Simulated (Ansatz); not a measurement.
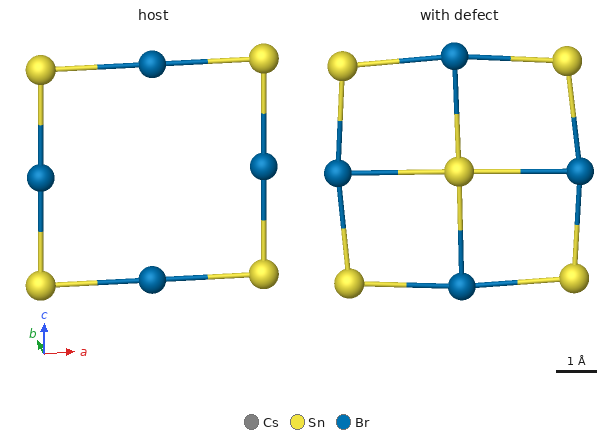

Left: perfect CsSnBr₃. Right: the same region with one point defect, after relaxing the atoms in a supercell of 40 sites. The picture is a ball-and-stick view of the atoms within 4.6 Å of one point, in a slice 4.2 Å thick across the line of sight, seen from a free direction.

These are results of Ansatz, DFT, PBEsol, PAW, plane waves, not measurements. (plane-wave cutoff 420 eV; k-point mesh 1 × 1 × 1; mesh shifted by (0.25, 0.25, 0.25); collinear spin) Fermi-Dirac smearing of 0.01 eV. The axes drawn are those of the host's conventional cell.

Question: Which defect is it?

Answer: An extra tin atom is put between the host's atoms (an interstitial).

The charge state of the cell is 0.

Question: What does the relaxation do around it?

Answer: The Sn atom starts with 4 Br at 2.87 to 2.88 Å, 2 Cs at 2.87 to 2.88 Å around its place and ends with 4 Br at 3.11 Å, 2 Cs at 3.69 Å. Of the host's atoms, a caesium atom moves furthest from its site, by 0.82 Å. The cell ends without a net magnetic moment.
